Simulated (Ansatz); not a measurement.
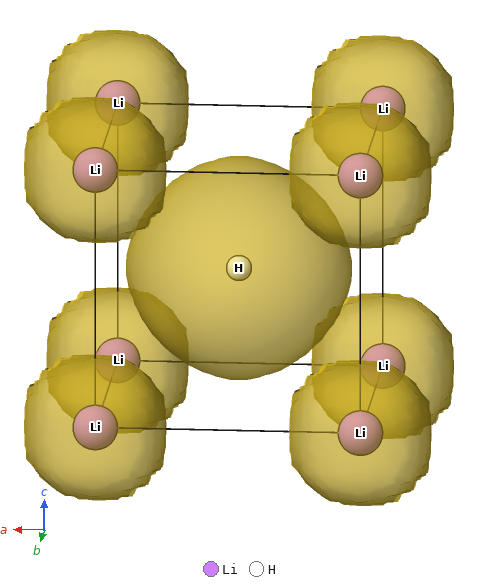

*LiH. Isosurface of the valence charge density (pseudo) at 0.1 e/Å³ (yellow), seen at an oblique angle.*

Space group Pm-3m; started from the CsCl prototype, which need not be the ambient phase; changed on purpose from its base cell (hydrostatic strain +4.9%); computed pressure about −4 GPa in this cell.

Computed with Ansatz, DFT, PBE, plane waves, PAW.

Which contacts does the surface bridge?

At this value the density breaks into separate islands; it holds about 80 % of the electrons treated as valence (semicore included). It bridges none of the near contacts. It is pinched off along the sampled Li–H (2.27 Å) contacts. On the grid the lowest density along these lines, outside the cores, is 0.07 e/Å³ (Li–H, 2.27 Å).

Does the calculation make it a metal, or give it a gap?

It is gapped, with a Kohn–Sham gap of 0.76 eV on the k-point mesh, an upper bound to the gap of this method.
